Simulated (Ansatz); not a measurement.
**Two runs on Al$_{2}$Cu**

System: Al$_{2}$Cu (C2/m, 3 atoms in the cell).
Method of the first run: DFT PBEsol, scalar-relativistic, plane waves, PAW, no spin polarisation (Ansatz 0.2.0).

The structure derives from a Materials Project entry. Text and figures count atoms from 1; the logs count them from 0 in places.

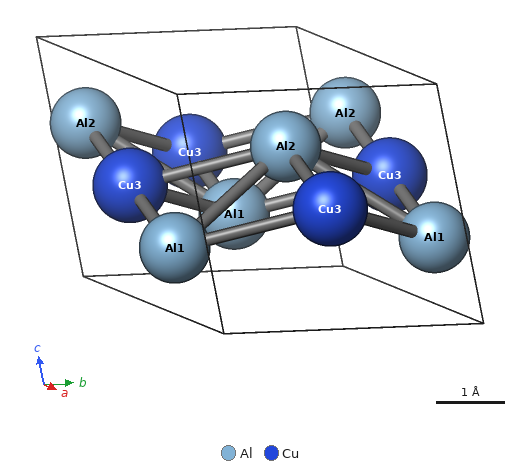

**Figure 1.** The input geometry (ball-and-stick view of the cell 2 times as large as that of the calculation, set on its symmetry axes, seen slightly off an axis; atoms are numbered from 1 in the order of the input). An atom can appear more than once, as a periodic image.

### The input, the first run
```yaml
crystal:
  lattice:
    - [-2.0246315468, 2.0246315468, 2.8630136658]
    - [2.0246315468, -2.0246315468, 2.8630136658]
    - [2.0246315468, 2.0246315468, -2.8630136658]
  atoms:
    - { symbol: Al, position: [0.75, 0.200608297, 0.450608297] }
    - { symbol: Al, position: [0.25, 0.799391703, 0.549391703] }
    - { symbol: Cu, position: [0.5, 0.5, 0.0] }
basis:
  ecutwfc: 420
kpoints:
  mp_grid: { grid: [16, 16, 16] }
hamiltonian:
  xc: pbesol
scf:
  occupations: { method: gaussian, width: 0.15 }
output:
  forces: true
  stress: true
  eigenvalues: true
```

Command:
```bash
ansatz run input.yaml --threads 2 --pin off --max-ram 5120MiB --backend cpu --events-out ev --progress --plain --runs-dir out
```

Hardware: 2 threads of Arm Neoverse V2, 24 GiB of memory available, shared host.

### Output, shortened to warnings, some set-up lines, iterations and results (the first run)
```
Basis set: ecut = 420 eV, 941 PW (Γ), exchange–correlation on 60×60×60 points (8 copies of the dense FFT grid, shifted against one another)
Symmetry: 4 space group operations
k-points: 1098 of 4096
Initial density: superposition of atomic densities (neutral atoms: chi_scale 0, normalization atom), corrected by the library's trained network
[...]
SCF iter   1: F=—  HF=-7638.083971 eV  |F-HF|=—  |Δ(HF+E_count)|=         —  Δρ=9.17e-3  dr2=2.22e-2  ethr=1.77e-3  ⟨swp⟩=5.1  Hψ=93898  notcnv=0
SCF iter   2: F=—  HF=-7638.079930 eV  |F-HF|=—  |Δ(HF+E_count)|=   4.04e-3  Δρ=1.30e-3  dr2=8.90e-4  ethr=8.87e-5  ⟨swp⟩=2.1  Hψ=34872  notcnv=0
SCF iter   3: F=—  HF=-7638.079739 eV  |F-HF|=—  |Δ(HF+E_count)|=   1.91e-4  Δρ=1.14e-3  dr2=6.21e-4  ethr=3.56e-6  ⟨swp⟩=2.1  Hψ=24779  notcnv=0
SCF iter   4: F=—  HF=-7638.079703 eV  |F-HF|=—  |Δ(HF+E_count)|=   3.65e-5  Δρ=4.32e-4  dr2=1.19e-4  ethr=2.49e-6  ⟨swp⟩=1.0  Hψ=18398  notcnv=0
SCF iter   5: F=—  HF=-7638.079701 eV  |F-HF|=—  |Δ(HF+E_count)|=   1.32e-6  Δρ=9.52e-5  dr2=6.59e-6  ethr=4.78e-7  ⟨swp⟩=1.1  Hψ=18566  notcnv=0
SCF iter   6: F=—  HF=-7638.079687 eV  |F-HF|=—  |Δ(HF+E_count)|=   1.42e-5  Δρ=3.22e-5  dr2=7.02e-7  ethr=2.63e-8  ⟨swp⟩=2.6  Hψ=27454  notcnv=0
SCF iter   7: F=-7638.079687 eV  HF=-7638.079687 eV  |F-HF|=3.40e-8  |Δ(HF+E_count)|=   1.34e-7  Δρ=5.11e-6  dr2=1.81e-8  ethr=4.00e-10  ⟨swp⟩=5.2  Hψ=75077  notcnv=0
SCF 1 converged in 7 iterations: F = -7638.079687 eV  dr2 = 1.81e-8
SCF converged after 7 iterations
Free energy (F): -7638.079687 eV
Harris-Foulkes:  -7638.079687 eV  (|F-HF|=3.40e-8)
Internal energy: -7638.070703 eV  (E = F + TS)
E sigma→0 (E₀):  -7638.075195 eV
Entropy (-TS):   -0.008984 eV (-2.995 meV/atom)
Fermi energy:    9.326515 eV
--- Per-component energies (eV) ---
  E_band       = -492.183203
  E_kinetic    = 347.719893
  E_local      = -5888.545885  (includes V_loc(G=0)·N_el)
  E_nonlocal   = 404.430030
  E_hartree    = 2632.433114
  E_xc         = -169.572691
  E_vxc        = -176.025868  (∫ρ·V_xc dr)
  E_paw        = -2529.293332  (= ΣΔE_a)
  E_vpaw       = -444.636764  (= ΣTr[D̂ρ^β])
  E_aug_tail   = 0.000232  (compensation charges beyond the density's cutoff)
  E_ewald      = -2435.486546
  E_core_change = 0.244480  (= ΣΔE_core)
  E_smearing   = -0.008984  (= −TS)
  E_closure    = 0.000000  (closes the sum)
  Σ components = -7638.079687   (vs F -7638.079687, Δ=0.00e0)
--- Forces (eV/Å), atoms counted from 1 ---
  atom   1  Al     1.76210167     0.00000000     0.34406810
  atom   2  Al    -1.76210167     0.00000000    -0.34406810
  atom   3  Cu     0.00000000     0.00000000     0.00000000
  max |Σ_I F_I| component: 0.00e0 eV/Å
--- Stress (GPa, compression-positive) ---
        5.155328       0.000000       7.152437
        0.000000       4.256988       0.000000
        7.152436       0.000000       1.241102
  P = ⅓ Tr σ = 3.5511 GPa (35.511 kbar)
```

The input of the second run differs as follows (lines with − go, lines with + come):
```diff
-    - { symbol: Al, position: [0.75, 0.200608297, 0.450608297] }
-    - { symbol: Al, position: [0.25, 0.799391703, 0.549391703] }
+    - { symbol: Al, position: [0.75, 0.2932177401, 0.5432177401] }
+    - { symbol: Al, position: [0.25, 0.7067822599, 0.4567822599] }
```

What does this change do to the results?

With the same functional and potentials, the second run lies 27.3 meV per atom lower. The pressure goes from 3.55 to 2.72 GPa. The largest force goes from 1.795 to 1.539 eV/Å. The number of SCF iterations is the same.

### Output, shortened to warnings, some set-up lines, iterations and results (the second run)
```
Basis set: ecut = 420 eV, 941 PW (Γ), exchange–correlation on 60×60×60 points (8 copies of the dense FFT grid, shifted against one another)
Symmetry: 4 space group operations
k-points: 1098 of 4096
Initial density: superposition of atomic densities (neutral atoms: chi_scale 0, normalization atom), corrected by the library's trained network
[...]
SCF iter   1: F=—  HF=-7638.165693 eV  |F-HF|=—  |Δ(HF+E_count)|=         —  Δρ=8.99e-3  dr2=2.13e-2  ethr=1.77e-3  ⟨swp⟩=5.1  Hψ=93656  notcnv=0
SCF iter   2: F=—  HF=-7638.161805 eV  |F-HF|=—  |Δ(HF+E_count)|=   3.89e-3  Δρ=1.28e-3  dr2=8.74e-4  ethr=8.53e-5  ⟨swp⟩=2.1  Hψ=34833  notcnv=0
SCF iter   3: F=—  HF=-7638.161635 eV  |F-HF|=—  |Δ(HF+E_count)|=   1.70e-4  Δρ=1.12e-3  dr2=6.07e-4  ethr=3.50e-6  ⟨swp⟩=2.1  Hψ=24702  notcnv=0
SCF iter   4: F=—  HF=-7638.161613 eV  |F-HF|=—  |Δ(HF+E_count)|=   2.20e-5  Δρ=4.20e-4  dr2=1.16e-4  ethr=2.43e-6  ⟨swp⟩=1.0  Hψ=18404  notcnv=0
SCF iter   5: F=—  HF=-7638.161615 eV  |F-HF|=—  |Δ(HF+E_count)|=   1.99e-6  Δρ=9.07e-5  dr2=6.03e-6  ethr=4.63e-7  ⟨swp⟩=1.1  Hψ=18648  notcnv=0
SCF iter   6: F=—  HF=-7638.161598 eV  |F-HF|=—  |Δ(HF+E_count)|=   1.68e-5  Δρ=3.16e-5  dr2=6.67e-7  ethr=2.41e-8  ⟨swp⟩=2.5  Hψ=27488  notcnv=0
SCF iter   7: F=-7638.161598 eV  HF=-7638.161598 eV  |F-HF|=3.16e-8  |Δ(HF+E_count)|=   1.38e-7  Δρ=4.86e-6  dr2=1.60e-8  ethr=4.00e-10  ⟨swp⟩=5.0  Hψ=71552  notcnv=0
SCF 1 converged in 7 iterations: F = -7638.161598 eV  dr2 = 1.60e-8
SCF converged after 7 iterations
Free energy (F): -7638.161598 eV
Harris-Foulkes:  -7638.161598 eV  (|F-HF|=3.16e-8)
Internal energy: -7638.152371 eV  (E = F + TS)
E sigma→0 (E₀):  -7638.156985 eV
Entropy (-TS):   -0.009227 eV (-3.076 meV/atom)
Fermi energy:    9.333278 eV
--- Per-component energies (eV) ---
  E_band       = -491.929149
  E_kinetic    = 347.531631
  E_local      = -5886.897891  (includes V_loc(G=0)·N_el)
  E_nonlocal   = 404.250645
  E_hartree    = 2631.823083
  E_xc         = -169.518502
  E_vxc        = -175.962676  (∫ρ·V_xc dr)
  E_paw        = -2529.197984  (= ΣΔE_a)
  E_vpaw       = -444.505782  (= ΣTr[D̂ρ^β])
  E_aug_tail   = 0.000232  (compensation charges beyond the density's cutoff)
  E_ewald      = -2436.388067
  E_core_change = 0.244480  (= ΣΔE_core)
  E_smearing   = -0.009227  (= −TS)
  E_closure    = -0.000000  (closes the sum)
  Σ components = -7638.161598   (vs F -7638.161598, Δ=0.00e0)
--- Forces (eV/Å), atoms counted from 1 ---
  atom   1  Al    -1.51631617     0.00000000     0.26439144
  atom   2  Al     1.51631617     0.00000000    -0.26439144
  atom   3  Cu     0.00000000     0.00000000     0.00000000
  max |Σ_I F_I| component: 0.00e0 eV/Å
--- Stress (GPa, compression-positive) ---
        4.006953       0.000000      -6.195776
        0.000000       3.236647       0.000000
       -6.195774       0.000000       0.915022
  P = ⅓ Tr σ = 2.7195 GPa (27.195 kbar)
```

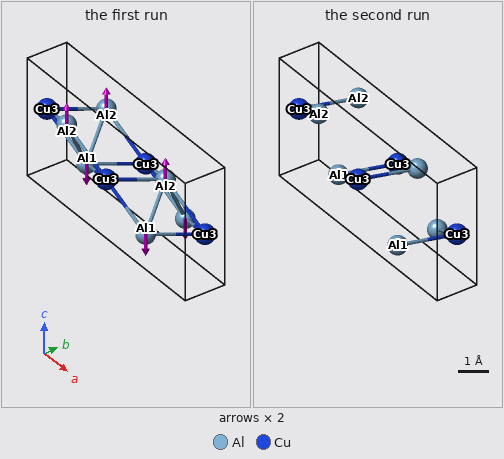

**Figure 2.** The two input geometries at one scale (ball-and-stick view of the cell 2 times as large as that of the calculation, set on its symmetry axes, seen slightly off an axis). The pink arrows on the first give the shifts of the atoms relative to the cell, magnified 2 times. The largest moves, 0.38 Å, are those of Al1 and Al2. Cu stays in place. The cell doesn't change. Among the contacts that change: Al1–Al2 3.159 → 2.627 Å, Al1–Cu3 2.645 → 2.339 Å.

### The two runs side by side

```tsv
quantity	the first run	the second run
outcome	converged	converged
free energy per atom (eV)	−2546.0266	−2546.0539
energy per atom, smearing taken to zero (eV)	−2546.0251	−2546.0523
gap on the mesh (eV)	0.00	0.00
pressure (GPa)	3.55	2.72
largest force (eV/Å)	1.795	1.539
SCF iterations	7	7
irreducible k-points	1098	1098
plane waves at Γ	941	941
wall time (shared host)	18 s	18 s
```
